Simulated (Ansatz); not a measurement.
CoSi$_{2}$ (slab)

```yaml
crystal:
  lattice:
    - [3.86771, 0.00000, 0.00000]
    - [-1.93385, 3.34953, 0.00000]
    - [0.00000, 0.00000, 28.90444]
  atoms:
    - { symbol: Si, position: [0.33323, 0.66677, 0.58898] }
    - { symbol: Co, position: [0.99990, 0.00010, 0.60915] }
    - { symbol: Si, position: [0.66656, 0.33344, 0.63094] }
    - { symbol: Si, position: [0.99990, 0.00010, 0.68799] }
    - { symbol: Co, position: [0.66656, 0.33344, 0.71038] }
    - { symbol: Si, position: [0.33323, 0.66677, 0.73213] }
```

Not relaxed (largest force 0.5 eV/Å); computed without spin polarisation.

All numbers below come from DFT PBE, scalar-relativistic, plane waves, PAW in Ansatz.

What can the converged valence pseudo-density and electron localisation function tell about the bonding?

Answer. Co–Si (2.28 Å): ρ is about 0.51 e/Å³ halfway; the ELF peaks at about 0.80 between the atoms.

Metal or insulator at this level of theory?

Answer. It is gapless in this calculation (a metal or semimetal).

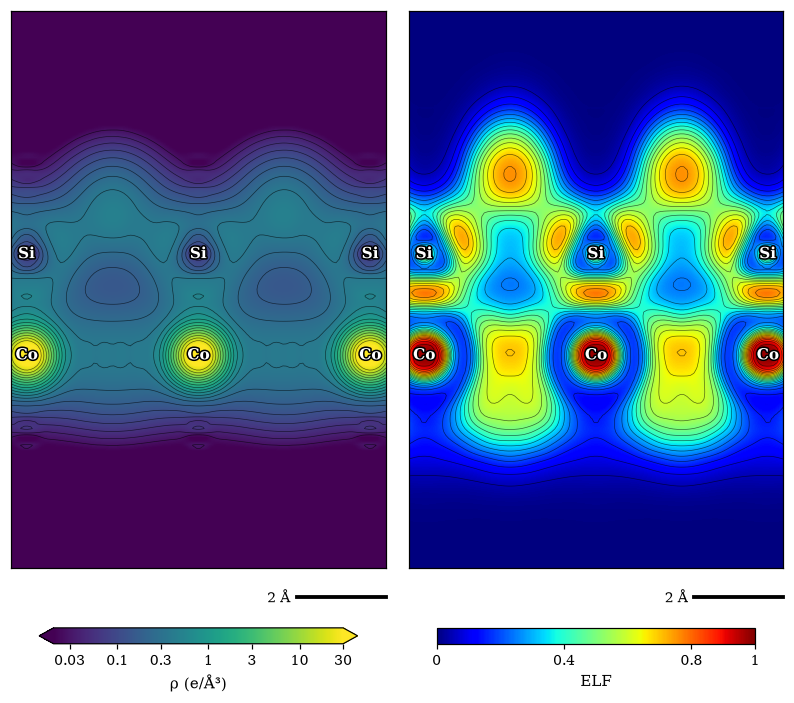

Computed valence pseudo-density and electron localisation function on the (010) plane of the calculation cell, a cut from vacuum to vacuum, in this order. 
